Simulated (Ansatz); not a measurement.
## Electronic structure of Ti₃O₅ in real space

Input file:

```
crystal:
  lattice:
    - [4.8193517148, 9.17504e-05, -7.0249e-05]
    - [2.4095859089, 4.7223030262, -0.003236201]
    - [4.59078e-05, 2.5303200659, 6.4542292482]
  atoms:
    - { symbol: Ti, position: [0.8896048588, 0.2534103821, 0.7880402904] }
    - { symbol: Ti, position: [0.8569847591, 0.2534103821, 0.2880402904] }
    - { symbol: Ti, position: [0.1430152409, 0.7465896179, 0.7119597096] }
    - { symbol: Ti, position: [0.1103951412, 0.7465896179, 0.2119597096] }
    - { symbol: Ti, position: [0.5, 1.0, 0.5] }
    - { symbol: Ti, position: [0.5, 1.0, 0.0] }
    - { symbol: O, position: [0.4811831754, 0.3835527485, 0.8603061228] }
    - { symbol: O, position: [0.6786224924, 0.0, 0.25] }
    - { symbol: O, position: [0.2501523792, 0.8231585682, 0.4381940026] }
    - { symbol: O, position: [0.9266890525, 0.8231585682, 0.9381940026] }
    - { symbol: O, position: [0.5188168246, 0.6164472515, 0.1396938772] }
    - { symbol: O, position: [0.7498476208, 0.1768414318, 0.5618059974] }
    - { symbol: O, position: [0.3213775076, 0.0, 0.75] }
    - { symbol: O, position: [0.8647359239, 0.6164472515, 0.6396938772] }
    - { symbol: O, position: [0.0733109475, 0.1768414318, 0.0618059974] }
    - { symbol: O, position: [0.1352640761, 0.3835527485, 0.3603061228] }
basis:
  ecutwfc: 420
kpoints:
  mp_grid: { grid: [8, 8, 6] }
hamiltonian:
  xc: pbesol
scf:
  occupations: { method: gaussian, width: 0.1 }
output:
  forces: true
  stress: true
  eigenvalues: true
  write_density: true
  write_potential: true
  elf: true
  volumetric_format: npy
relax:
  adjacent_minimum: "off"
  f_tol: 0.01
  max_steps: 30
  cell: { stress_tol: 0.1, fix: [volume] }
```

Run with:

```sh
ansatz run input.yaml --threads 4 --pin off --max-ram 10240MiB --backend cpu --events-out ev --progress --plain --runs-dir out
```

Below, planes, directions and counts refer to the conventional cell (a = 9.32 Å, b = 4.84 Å, c = 6.97 Å, α = 90.00°, β = 110.76°, γ = 90.00°).

The fields are those of the run's last geometry, not of the input's.

Space group C2/c; a structure from a database of computed crystals, not necessarily the ambient phase; changed on purpose from its base cell (volume × 0.88, shape and atoms relaxed); computed pressure about 31 GPa in this cell; computed without spin polarisation.

Method: Ansatz, DFT PBEsol, scalar-relativistic, plane waves, PAW.

In a PAW calculation such maps are meaningful between the atoms, not at the nuclei.

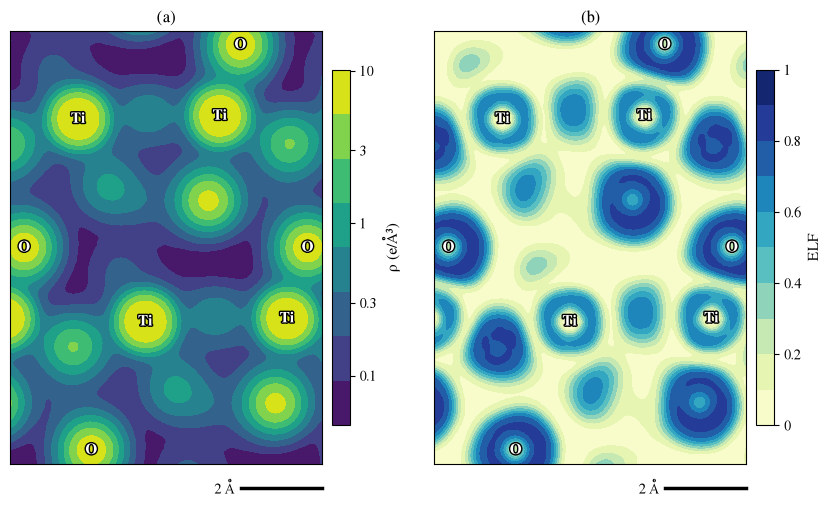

Figure 1. (a) valence electron density; (b) electron localisation function on the (110) plane of the conventional cell.

> Read the bonding off the picture.

Atoms in the plane: Ti and O. Atoms just off the plane (O, 0.3 Å away) can leave unmarked features too. Ti–O (1.82 Å): ρ at the midpoint is about 0.98 e/Å³; the ELF peaks at about 0.80 in the valence shell of O, 0.5 Å from its nucleus, and is about 0.25 at the midpoint: no shared electron pair shows on this line. Between the atoms the lowest density in this plane is 0.05 e/Å³. The features right at Ti lie inside the PAW spheres, where the map follows smoothed inner orbitals and isn't to be read closely.

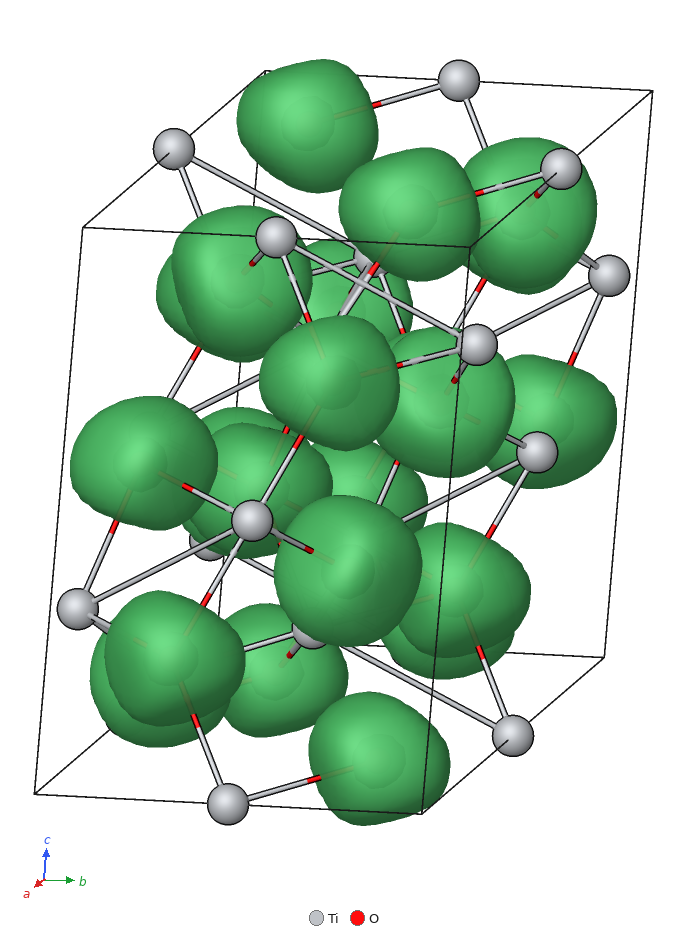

Figure 2. Isosurface of the electron localisation function at 0.65 (green), seen slightly off an axis. Only the valence region is drawn (cores and ρ < 0.01 e/Å³ removed). Sticks mark near contacts.

> Identify the bonds, lone pairs and shells in this picture.

The ELF exceeds this value in 20 regions wrapped around O (the valence shell of each), counted in one cell of 32 atoms. Regions shared between cells count once. Profiles from the grid: Ti–Ti (2.62 Å): the ELF is about 0.20 at the midpoint: no localised pair shows between them.

> Does the calculation make it a metal, or give it a gap?

It is metallic or semimetallic at this level of theory: no gap opens; semilocal functionals without U, or without the true magnetic order, often close the gap of such compounds.
